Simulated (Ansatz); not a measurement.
**Hf$_{6}$Si$_{6}$O$_{25}$ (charge −2): geometry relaxation (part 4 of 4)**

Hf$_{6}$Si$_{6}$O$_{25}$ (defect cell, 37 atoms in the cell, total charge −2); DFT PBE, scalar-relativistic, plane waves, PAW, no spin polarisation (Ansatz 0.2.0); cutoff 420 eV, 2×2×2 k-mesh, Gaussian smearing of 0.02 eV. The structure derives from a Materials Project entry. It belongs to a series of runs on one base structure; here: O_i, charge -2, atoms relaxed at the host's cell.

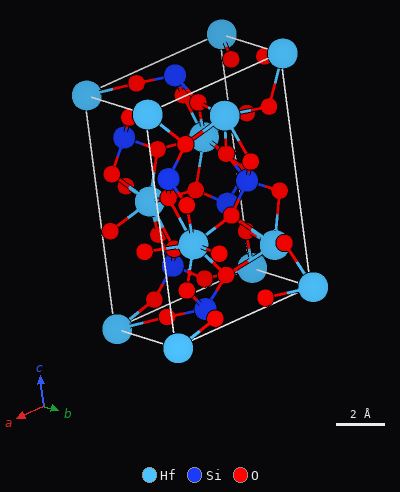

Fig. 1: The geometry at step 6 of the log (ball-and-stick view of the cell of the calculation, seen at an oblique angle).

### Trajectory as extended XYZ, continued
```
37
Lattice="-6.6449 0.0000 0.0000 0.0000 -6.6449 0.0000 3.3225 3.3225 9.0224" Properties=species:S:1:pos:R:3:forces:R:3 step=3 energy=-112352.59042
Hf   -3.3334   -3.4459    2.9397   -0.4858  -0.4164  -1.4696
Hf   -6.6284   -0.0435   -0.0196    0.4088  -0.4336   0.2620
Hf   -0.0019    0.0046    5.9839    0.0726   0.1615   0.4921
Hf   -3.2960   -0.0819    4.4694    0.0190  -0.0315  -0.3249
Hf    0.0959   -3.3111    1.3960    2.3817   0.0174  -0.3564
Hf   -0.0008   -3.3102    7.5107    0.0206  -0.1232   0.2781
Si   -0.0152   -3.2978    4.4717   -0.3199  -0.1243  -0.9289
Si   -3.2906   -0.0370    1.4917   -0.4901   0.2348   0.0266
Si   -3.3879   -0.0221    7.4654    0.0903   0.8815   0.2640
Si   -3.3153   -3.3543    5.9870   -0.1341  -0.0649  -0.4812
Si   -0.0172   -0.0072    2.9679    0.0585   0.2243  -0.4103
Si   -3.4076   -3.2423   -0.0397   -3.2722   0.3097   3.2750
O    -0.0546   -1.2203    1.8798   -0.1300   0.2445  -0.0046
O    -0.0870   -1.1671    7.9147    0.3923  -0.8017  -1.1614
O    -3.3479   -4.5930    4.9153   -0.0642  -0.1651   0.3299
O     1.2244   -3.2182    3.4282    0.0524   0.1174   0.4027
O    -2.0977   -0.0131    0.3674   -0.0015   0.0479  -0.2251
O    -2.1198    0.0379    6.4219    0.0223  -0.1220  -0.1409
O    -1.2055   -3.3383    3.3483    0.0670   0.0292   0.5298
O    -4.5283    0.0980    0.4192    0.1997   0.1259  -0.3844
O     2.0990   -0.1331    6.3058   -0.0982  -0.0863   0.1576
O    -3.2685   -2.1612    4.8793    0.0650   0.3720   0.3572
O    -0.0956   -5.4332    1.8887   -0.1095  -0.3039   0.0477
O     0.1778    1.2260    7.7931    0.5586   0.6391  -1.1753
O    -1.1907   -0.0508    4.1044    0.0060  -0.1531   0.3510
O    -4.4712   -4.1524    1.3739    1.1530  -2.5943   1.8396
O     2.0997   -3.2567    7.0507   -0.2559   0.0760  -0.0436
O    -0.0706   -2.1042    5.5851    0.1174   0.2446   0.3159
O    -3.0719   -5.5750    2.6858    0.4145  -0.4485   0.3391
O    -3.6379    1.2490    8.4569   -0.4841   0.0075  -0.4630
O    -0.0173   -4.5391    5.5289    0.0855  -0.1269   0.0956
O    -3.3306   -1.2942    2.5455   -0.0138   0.1879   0.3359
O    -3.3570   -1.2235    8.5527    0.0449  -0.5772   0.0720
O    -2.0964   -3.3612    7.0744    0.1142  -0.0739   0.2114
O     1.2346   -0.0036    4.0212    0.0441   0.0440  -0.0148
O    -2.1543   -3.2471    1.0459    0.3444  -0.1938  -0.0347
O    -1.4866    0.9063    9.4983   -0.8736   2.8748  -2.3621
37
Lattice="-6.6449 0.0000 0.0000 0.0000 -6.6449 0.0000 3.3225 3.3225 9.0224" Properties=species:S:1:pos:R:3:forces:R:3 step=4 energy=-112353.51022
Hf   -3.3430   -3.4699    2.8719    1.7355   0.4805   1.7896
Hf   -6.6028   -0.0767   -0.0074   -0.2979  -0.0062  -0.3754
Hf    0.0067    0.0150    6.0193    0.0374  -0.0813   0.0917
Hf   -3.2924   -0.0890    4.4603    0.0094  -0.1306   0.5253
Hf    0.2562   -3.3098    1.3716   -0.5703  -0.1918   0.3366
Hf    0.0040   -3.3213    7.5255    0.2041   0.0371  -0.5224
Si   -0.0226   -3.2941    4.4663   -0.6716   0.0364  -0.0769
Si   -3.2950   -0.0314    1.4901    0.2813   0.0147   0.0472
Si   -3.3892   -0.0101    7.4717   -0.2207   0.2882  -0.3555
Si   -3.3230   -3.3552    5.9820   -0.1218   0.0506  -0.4186
Si   -0.0178   -0.0010    2.9662   -0.0618   0.1586   0.5121
Si   -3.5169   -3.2398    0.0225   -0.3989   0.0590   0.5121
O    -0.0547   -1.2113    1.8786    0.0772  -0.3219  -0.2018
O    -0.0952   -1.1645    7.9063   -0.1286  -0.0892   0.0610
O    -3.3586   -4.6026    4.9225   -0.0590  -0.0078   0.0616
O     1.2361   -3.2049    3.4509    0.3603   0.0697  -0.3630
O    -2.0971   -0.0166    0.3617   -0.1132   0.0440   0.0754
O    -2.1235    0.0409    6.4185   -0.0764  -0.0131   0.1781
O    -1.2109   -3.3342    3.3541    0.0446  -0.0194   0.2365
O    -4.5135    0.1280    0.3966    0.1375   0.0171   0.1525
O     2.0970   -0.1469    6.3155    0.0071  -0.0433   0.0991
O    -3.2617   -2.1441    4.8938    0.0594   0.0315   0.2004
O    -0.1011   -5.4396    1.8822    0.1532   0.1184  -0.1404
O     0.1898    1.2121    7.7895    0.0436   0.3689  -0.2249
O    -1.1783   -0.0644    4.1261    0.0567  -0.1028  -0.0571
O    -4.4381   -4.2316    1.4456   -0.6357   0.6034  -1.8213
O     2.0865   -3.2515    7.0455   -0.0314   0.0441   0.0191
O    -0.0647   -2.1019    5.6000    0.1307  -0.0161   0.0647
O    -3.0215   -5.6038    2.7066    0.1517   0.0843  -0.2597
O    -3.6928    1.2620    8.4341   -0.3591  -0.1317  -0.1482
O    -0.0128   -4.5385    5.5295    0.1041  -0.0228  -0.0037
O    -3.3436   -1.2862    2.5537   -0.2736  -0.1875  -0.2318
O    -3.3448   -1.2425    8.5451    0.3380   0.0415   0.3037
O    -2.1027   -3.3751    7.0810    0.0580  -0.1430   0.2385
O     1.2384    0.0049    4.0167    0.1220   0.0832  -0.2165
O    -2.1704   -3.2485    1.0390   -0.8310  -0.0868  -0.0709
O    -1.5784    1.0277    9.3767    0.7386  -1.0346  -0.0158
37
Lattice="-6.6449 0.0000 0.0000 0.0000 -6.6449 0.0000 3.3225 3.3225 9.0224" Properties=species:S:1:pos:R:3:forces:R:3 step=5 energy=-112353.74896
Hf   -3.3002   -3.4700    2.9150    0.4500   0.1599   0.1949
Hf   -6.6166   -0.0782   -0.0201    0.0935  -0.1597  -0.0409
Hf    0.0084    0.0111    6.0212    0.0025   0.0414   0.1914
Hf   -3.2748   -0.0980    4.4773   -0.1405  -0.0003   0.0552
Hf    0.2200   -3.3107    1.3792    0.2919  -0.1785   0.0388
Hf    0.0068   -3.3156    7.5057    0.0724  -0.0027   0.0316
Si   -0.0032   -3.2892    4.4653   -0.0579  -0.0463  -0.0834
Si   -3.2865   -0.0306    1.4897   -0.0242   0.0338  -0.0265
Si   -3.4080   -0.0082    7.4726    0.0089   0.2824   0.0958
Si   -3.3178   -3.3636    5.9868   -0.0991  -0.0295  -0.1307
Si   -0.0029   -0.0048    2.9686    0.0882   0.1334   0.1636
Si   -3.5503   -3.2298    0.0076   -0.7677  -0.1592   1.0834
O    -0.0462   -1.2172    1.8759   -0.0518  -0.1220  -0.0713
O    -0.1251   -1.1650    7.9054    0.0668   0.0141  -0.2107
O    -3.3566   -4.6114    4.9308   -0.0068   0.0336   0.0538
O     1.2580   -3.1935    3.4425    0.0303   0.0160  -0.0023
O    -2.0996   -0.0210    0.3539    0.0602   0.0934   0.0005
O    -2.1304    0.0569    6.4368   -0.0285  -0.0796  -0.1221
O    -1.1928   -3.3287    3.3649   -0.1148  -0.0203   0.0391
O    -4.5092    0.1427    0.4017    0.0755  -0.1435   0.0985
O     2.0920   -0.1754    6.3127   -0.0186  -0.0207   0.0422
O    -3.2376   -2.1493    4.9085    0.1101  -0.0054   0.0446
O    -0.0920   -5.4429    1.8818   -0.0040   0.0438   0.0135
O     0.1752    1.2266    7.7771    0.1091   0.1139  -0.2119
O    -1.1594   -0.0753    4.1308   -0.0787  -0.1003   0.0755
O    -4.4512   -4.2025    1.4234   -0.1562   0.6846  -0.8153
O     2.0860   -3.2490    7.0409    0.0802   0.1092  -0.0472
O    -0.0417   -2.1013    5.6018   -0.0112  -0.0450   0.0155
O    -2.9916   -5.6084    2.7066    0.0151   0.2261  -0.1342
O    -3.7498    1.2599    8.4237   -0.2653  -0.0654  -0.0764
O     0.0124   -4.5387    5.5229    0.0005   0.0450  -0.0966
O    -3.3501   -1.2922    2.5466   -0.1496  -0.1443   0.0188
O    -3.3351   -1.2322    8.5605    0.1052  -0.0571   0.0630
O    -2.1038   -3.3977    7.0941   -0.0259  -0.0526  -0.0028
O     1.2613    0.0050    4.0089    0.0469   0.0786  -0.1469
O    -2.2309   -3.2414    1.0461    0.0641  -0.0430   0.0464
O    -1.6091    1.0232    9.3423    0.2295  -0.6337  -0.1477
37
Lattice="-6.6449 0.0000 0.0000 0.0000 -6.6449 0.0000 3.3225 3.3225 9.0224" Properties=species:S:1:pos:R:3:forces:R:3 step=6 energy=-112353.90864
Hf   -3.2448   -3.4547    2.9318    0.1229  -0.0227   0.1299
Hf   -6.5885   -0.1310   -0.0308    0.1715  -0.0157   0.0187
Hf   -0.0026    0.0182    6.0741    0.1155   0.0557  -0.2992
Hf   -3.3003   -0.0889    4.5003   -0.0099   0.0073  -0.0137
Hf    0.2252   -3.3630    1.4030   -0.2160   0.0337   0.1233
Hf    0.0454   -3.2912    7.5011   -0.1712  -0.1235   0.1247
Si    0.0290   -3.2948    4.4720   -0.1660  -0.0698   0.1763
Si   -3.2587   -0.0501    1.4880   -0.2364   0.2384   0.0232
Si   -3.3996    0.0232    7.5102   -0.0981  -0.2642  -0.3995
Si   -3.2979   -3.3434    5.9832    0.1051  -0.0543   0.1102
Si   -0.0078   -0.0288    2.9858    0.0671   0.0459  -0.1115
Si   -3.6109   -3.2242    0.0445   -0.1349  -0.2579   0.2694
O    -0.0469   -1.2518    1.8858   -0.0094   0.0011   0.0002
O    -0.1344   -1.1471    7.9062   -0.0397   0.0637   0.0083
O    -3.3499   -4.6067    4.9529   -0.0010  -0.0381  -0.1122
O     1.2932   -3.2207    3.4589   -0.0157   0.0151  -0.1097
O    -2.0697    0.0447    0.3640    0.0878  -0.1747  -0.0749
O    -2.1473    0.0462    6.4221   -0.0165   0.0902   0.1916
O    -1.1698   -3.3637    3.3763    0.0681   0.0378  -0.0242
O    -4.4893    0.1085    0.4171    0.0266  -0.0081  -0.0751
O     2.0955   -0.2035    6.3260    0.0013   0.0466   0.1162
O    -3.1617   -2.1494    4.8901   -0.0893   0.0437  -0.0882
O    -0.0552   -5.4609    1.8994   -0.0386  -0.0468   0.0273
O     0.1509    1.2522    7.8049    0.0308   0.0167  -0.0414
O    -1.1808   -0.1020    4.1292    0.0926   0.0478   0.0357
O    -4.4391   -4.1092    1.3823   -0.0008   0.1606  -0.2666
O     2.1074   -3.1667    7.0224   -0.1007  -0.0330  -0.0099
O    -0.0397   -2.0992    5.6027    0.0473  -0.0599  -0.0805
O    -3.0319   -5.6014    2.6926    0.0370  -0.0123   0.1014
O    -3.8915    1.3101    8.3477    0.0906   0.0276   0.1795
O     0.0379   -4.5396    5.5320    0.0168  -0.0273   0.0095
O    -3.3981   -1.3300    2.5063    0.1614   0.1445   0.1184
O    -3.3193   -1.2304    8.5840    0.0010   0.2313  -0.0411
O    -2.0869   -3.4062    7.0963    0.0050  -0.0064   0.0277
O     1.2679    0.0116    3.9982    0.0222  -0.0801   0.1391
O    -2.2400   -3.2471    1.0479    0.0299   0.0706   0.0490
O    -1.7421    0.9745    9.2011    0.0417  -0.0828  -0.2304
37
Lattice="-6.6449 0.0000 0.0000 0.0000 -6.6449 0.0000 3.3225 3.3225 9.0224" Properties=species:S:1:pos:R:3:forces:R:3 step=7 energy=-112353.95192
Hf   -3.2514   -3.4377    2.9426   -0.0316   0.0517  -0.0767
Hf   -6.5828   -0.1450   -0.0314    0.0334  -0.0009   0.0377
Hf    0.0052    0.0081    6.0515   -0.0130  -0.0220   0.1014
Hf   -3.2886   -0.0806    4.4900    0.0160  -0.0121   0.0767
Hf    0.2009   -3.3426    1.3899    0.0401  -0.0071  -0.1077
Hf    0.0295   -3.3230    7.5154    0.0624   0.0288  -0.0953
Si    0.0190   -3.3076    4.4718    0.0060   0.0242  -0.0037
Si   -3.2588   -0.0184    1.4946    0.0415   0.0096   0.0208
Si   -3.4084    0.0080    7.4931    0.0091   0.0586   0.0476
Si   -3.3068   -3.3544    5.9869   -0.0224  -0.0038  -0.0091
Si    0.0071   -0.0175    2.9804   -0.0197  -0.0492   0.0289
Si   -3.6146   -3.2379    0.0483   -0.0210  -0.0272   0.0269
O    -0.0363   -1.2433    1.8844    0.0162   0.0496   0.0420
O    -0.1332   -1.1546    7.9041   -0.0098  -0.0198   0.0057
O    -3.3512   -4.6020    4.9340    0.0061   0.0166   0.0441
O     1.2747   -3.2236    3.4410    0.0495   0.0082   0.0027
O    -2.0683    0.0079    0.3642   -0.0076   0.0406   0.0375
O    -2.1474    0.0668    6.4261    0.0022  -0.0448  -0.0161
O    -1.1765   -3.3474    3.3723   -0.0339  -0.0002   0.0257
O    -4.4844    0.1139    0.4165   -0.0175   0.0457   0.0289
O     2.0904   -0.1869    6.3215    0.0344  -0.0440  -0.0305
O    -3.1941   -2.1482    4.8989    0.0239   0.0008   0.0423
O    -0.0574   -5.4529    1.8986   -0.0040   0.0079  -0.0501
O     0.1648    1.2364    7.7908   -0.0038   0.0123   0.0276
O    -1.1636   -0.0905    4.1301   -0.0238  -0.0111  -0.0225
O    -4.4436   -4.0968    1.3704   -0.0200  -0.0127  -0.0213
O     2.0953   -3.2114    7.0280    0.0481   0.0268  -0.0167
O    -0.0350   -2.1161    5.6002   -0.0151   0.0310   0.0553
O    -3.0182   -5.5686    2.6955   -0.0088  -0.0290  -0.0431
O    -3.8753    1.2747    8.3930   -0.0079  -0.0376   0.0100
O     0.0290   -4.5563    5.5232    0.0015   0.0371  -0.0474
O    -3.3616   -1.2812    2.5471   -0.0219  -0.0505  -0.0528
O    -3.3229   -1.2312    8.5727    0.0050  -0.0627   0.0229
O    -2.0950   -3.4262    7.0985   -0.0104   0.0379  -0.0193
O     1.2748    0.0003    4.0075   -0.0144   0.0121  -0.0401
O    -2.2472   -3.2216    1.0634    0.0290  -0.0433  -0.0091
O    -1.7202    0.9908    9.1946   -0.1170  -0.0214  -0.0228
37
Lattice="-6.6449 0.0000 0.0000 0.0000 -6.6449 0.0000 3.3225 3.3225 9.0224" Properties=species:S:1:pos:R:3:forces:R:3 step=8 energy=-112353.95902
Hf   -3.2515   -3.4360    2.9393   -0.0111  -0.0040   0.0018
Hf   -6.5739   -0.1531   -0.0287    0.0047   0.0322   0.0005
Hf    0.0057    0.0119    6.0605    0.0015   0.0009  -0.0147
Hf   -3.2880   -0.0809    4.4960   -0.0059   0.0067   0.0052
Hf    0.1921   -3.3488    1.3864   -0.0211  -0.0082  -0.0163
Hf    0.0389   -3.3171    7.5093    0.0082   0.0046   0.0094
Si    0.0221   -3.3009    4.4719    0.0042   0.0051   0.0058
Si   -3.2532   -0.0211    1.4933   -0.0013   0.0083   0.0038
Si   -3.4060    0.0110    7.5000    0.0158  -0.0192   0.0197
Si   -3.3003   -3.3511    5.9860    0.0040  -0.0008   0.0069
Si    0.0068   -0.0189    2.9836    0.0038  -0.0001  -0.0022
Si   -3.6240   -3.2394    0.0487    0.0107  -0.0068   0.0004
O    -0.0310   -1.2460    1.8896    0.0015  -0.0045  -0.0088
O    -0.1377   -1.1545    7.9049    0.0006   0.0041   0.0028
O    -3.3450   -4.6019    4.9388   -0.0025  -0.0033  -0.0055
O     1.2807   -3.2206    3.4454   -0.0040   0.0024   0.0024
O    -2.0625    0.0170    0.3654   -0.0004  -0.0004  -0.0035
O    -2.1473    0.0623    6.4273    0.0062  -0.0005   0.0059
O    -1.1757   -3.3471    3.3744   -0.0021   0.0014  -0.0033
O    -4.4815    0.1122    0.4189   -0.0081   0.0077  -0.0051
O     2.0946   -0.1933    6.3235   -0.0162   0.0031  -0.0010
O    -3.1834   -2.1464    4.8978   -0.0039   0.0040   0.0033
O    -0.0564   -5.4567    1.8966   -0.0012   0.0009   0.0061
O     0.1587    1.2406    7.7983    0.0059  -0.0009  -0.0166
O    -1.1657   -0.0894    4.1304    0.0015  -0.0043   0.0030
O    -4.4506   -4.0892    1.3689   -0.0026  -0.0035  -0.0019
O     2.1009   -3.2052    7.0235   -0.0014   0.0061   0.0093
O    -0.0354   -2.1100    5.6036    0.0032  -0.0009  -0.0111
O    -3.0247   -5.5720    2.6947   -0.0036   0.0025   0.0020
O    -3.8953    1.2764    8.3911    0.0119  -0.0326   0.0083
O     0.0328   -4.5498    5.5238    0.0034  -0.0087   0.0040
O    -3.3631   -1.2912    2.5345    0.0057   0.0037   0.0086
O    -3.3264   -1.2358    8.5752    0.0085   0.0160  -0.0088
O    -2.0895   -3.4195    7.0980   -0.0017  -0.0015   0.0114
O     1.2759    0.0031    4.0073    0.0020  -0.0024   0.0055
O    -2.2494   -3.2347    1.0595    0.0001  -0.0065   0.0033
O    -1.7441    0.9799    9.1719   -0.0171  -0.0002  -0.0302
37
Lattice="-6.6449 0.0000 0.0000 0.0000 -6.6449 0.0000 3.3225 3.3225 9.0224" Properties=species:S:1:pos:R:3:forces:R:3 step=9 energy=-112353.95966
Hf   -3.2537   -3.4352    2.9400   -0.0002  -0.0046   0.0026
Hf   -6.5753   -0.1502   -0.0291   -0.0026   0.0128   0.0051
Hf    0.0076    0.0118    6.0590    0.0053  -0.0034  -0.0012
Hf   -3.2878   -0.0798    4.4972    0.0000   0.0000   0.0065
Hf    0.1895   -3.3481    1.3837   -0.0071  -0.0036  -0.0110
Hf    0.0393   -3.3180    7.5097    0.0006   0.0024   0.0016
Si    0.0211   -3.3010    4.4715    0.0018   0.0000   0.0012
Si   -3.2544   -0.0202    1.4942   -0.0005   0.0044   0.0052
Si   -3.4023    0.0126    7.5015    0.0051  -0.0058   0.0069
Si   -3.3003   -3.3506    5.9872   -0.0005   0.0000  -0.0018
Si    0.0076   -0.0192    2.9831    0.0004  -0.0049   0.0007
Si   -3.6229   -3.2408    0.0473    0.0049  -0.0080  -0.0030
O    -0.0276   -1.2459    1.8881    0.0001   0.0047  -0.0015
O    -0.1355   -1.1557    7.9045   -0.0038   0.0023   0.0018
O    -3.3458   -4.6010    4.9393   -0.0004   0.0001   0.0010
O     1.2797   -3.2204    3.4456   -0.0014   0.0034  -0.0041
O    -2.0635    0.0170    0.3663   -0.0018   0.0023   0.0023
O    -2.1455    0.0629    6.4266    0.0028   0.0007   0.0037
O    -1.1772   -3.3463    3.3745   -0.0012   0.0022   0.0001
O    -4.4828    0.1114    0.4195   -0.0010   0.0012  -0.0008
O     2.0963   -0.1907    6.3249    0.0006   0.0015  -0.0007
O    -3.1849   -2.1455    4.8995   -0.0017   0.0014   0.0039
O    -0.0572   -5.4563    1.8969    0.0004   0.0002  -0.0011
O     0.1615    1.2400    7.7968    0.0014  -0.0013   0.0003
O    -1.1654   -0.0908    4.1293    0.0003  -0.0005  -0.0003
O    -4.4516   -4.0869    1.3691   -0.0058  -0.0025  -0.0008
O     2.1017   -3.2056    7.0262    0.0025   0.0012  -0.0024
O    -0.0345   -2.1104    5.6034    0.0009   0.0029   0.0001
O    -3.0269   -5.5709    2.6956   -0.0009  -0.0020  -0.0030
O    -3.8967    1.2744    8.3960    0.0004  -0.0123   0.0050
O     0.0329   -4.5502    5.5233   -0.0002  -0.0019   0.0000
O    -3.3628   -1.2904    2.5355    0.0007  -0.0009  -0.0025
O    -3.3257   -1.2368    8.5739    0.0039   0.0046   0.0016
O    -2.0896   -3.4201    7.0992   -0.0002   0.0008   0.0007
O     1.2759    0.0027    4.0084   -0.0025   0.0002   0.0006
O    -2.2498   -3.2367    1.0601    0.0029  -0.0003   0.0014
O    -1.7456    0.9745    9.1616   -0.0033   0.0028  -0.0175
```

### Summary

- outcome: converged
- electrons treated: 332
- free energy: −112353.9597 eV
- Fermi energy: 13.121 eV
- gap on the k-point mesh: 3.71 eV
- final volume: 398.38 Å³
- largest force (length of the vector) at the end: 0.018 eV/Å
- hardware: 8 threads of Arm Neoverse V1, 24 GiB of memory available, shared host
- wall time: 1.7 min (CPU time 14 min)
- peak memory: 2.8 GiB

### Remarks

Spin–orbit coupling is left out, which matters for Hf.
